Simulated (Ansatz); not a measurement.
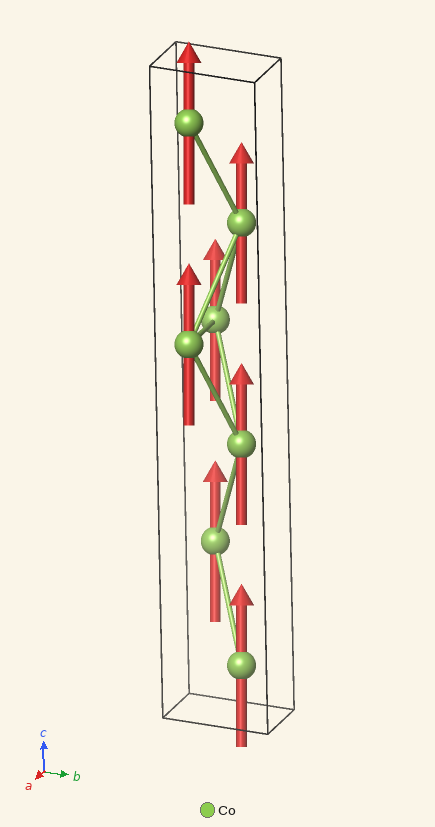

Shown here is a ball-and-stick view of the crystal, taken slightly off an axis. The lines enclose the cell (the run's own, in a reduced setting); boundary atoms appear with their images. Arrows are the site magnetic moments above 0.25 μB; longer means larger, and red and blue are up and down (without spin-orbit coupling the axis itself is arbitrary).

This is the state reached for Co. The numbers come from Ansatz 0.2.0, DFT PBE, scalar-relativistic, plane waves, PAW, using a basis cut at 420 eV, k-points about 0.11 Å⁻¹ apart, Gaussian smearing of 0.15 eV, collinear spins.

### Describe the spin arrangement.

Ferromagnetic (within this cell). Site moments: 6 Co +1.7 μB. The net spin moment of the whole cell is 9.7 μB, including what lies between the atoms and on sites without an arrow.

The structure was taken from a structure listed in the Materials Project. The cell was then strained or its atoms displaced on purpose. An electronic-structure calculation with Ansatz was run on it.

At this level of theory the cell isn't at rest (forces up to 1.2 eV/Å), so its distances can differ from those at equilibrium, the more so the softer the solid, and its magnetic state may change on relaxation.
